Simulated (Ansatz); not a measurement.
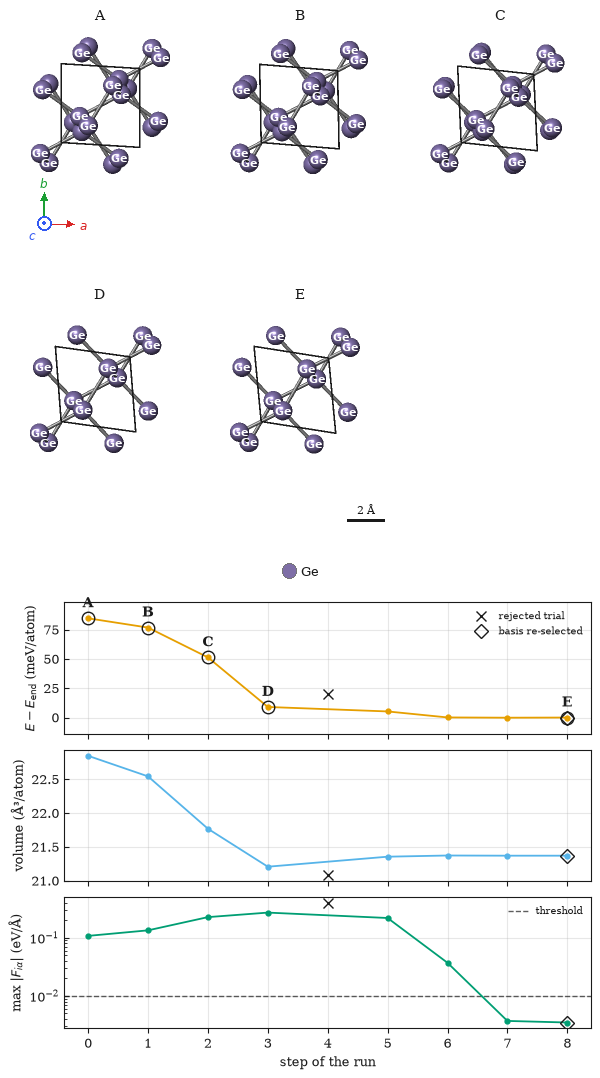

Frames of a relaxation of crystalline Ge (a generated structure, set up in Ccce), marked on the history of the run. A ball-and-stick model of the cell of the calculation, seen along the c axis.

Level of theory: DFT PBE, scalar-relativistic, plane waves, PAW in Ansatz. (plane-wave cutoff 420 eV; k-point mesh 10 × 10 × 4; occupations gaussian; smearing width 0.1 eV; no spin polarisation; cell and atoms relaxed; force threshold 0.01 eV/Å; at most 80 steps)

> What happens along the run?

After 6 accepted moves (8 points after the start) the energy has fallen by 84.8 meV per atom. The largest force component goes from 0.11 to 0.0035 eV/Å. Pressure: 0.16 GPa at the start and 0.01 GPa at the end. The line search rejected the trial step at point 4 of the run. The SCF was repeated once at an unchanged geometry on a basis and grid sized afresh for the cell, which shifted the energy by 0.1 meV per atom at most. The largest moves relative to the cell, 0.21 Å, are those of Ge atoms. Cell: a = b 4.358 → 4.173 Å (−4.2 %), c 9.642 → 10.133 Å (+5.1 %), γ 93.5° → 104.3°. Volume −6.5 %. Among the contacts that change: Ge–Ge 3.534 → 2.674 Å, Ge–Ge 2.518 → 2.649 Å, Ge–Ge 2.544 → 2.649 Å, Ge–Ge 2.598 → 2.673 Å. New bonds form: Ge–Ge (3.53 → 2.67 Å). Bond angles that change, for instance: Ge–Ge–Ge 96.4° → 85.2°, Ge–Ge–Ge 116.4° → 106.8°, Ge–Ge–Ge 103.5° → 107.0°. The space group (tolerance 0.01 Å) goes from Ccce (No. 68) to Fmmm (No. 69). Cost: 12 min on 1 thread of Arm Neoverse V1, on a shared host, peak memory 0.98 GiB. From step 0 to 1: Ge atoms move most (0.03 Å), volume −1.3 %, energy −7.9 meV per atom. From step 1 to 2: Ge atoms move most (0.09 Å), volume −3.4 %, energy −25.5 meV per atom. From step 2 to 3: Ge atoms move most (0.11 Å), volume −2.6 %, energy −42.3 meV per atom. From step 3 to 8: Ge atoms move most (0.03 Å), volume +0.8 %, energy −9.0 meV per atom.
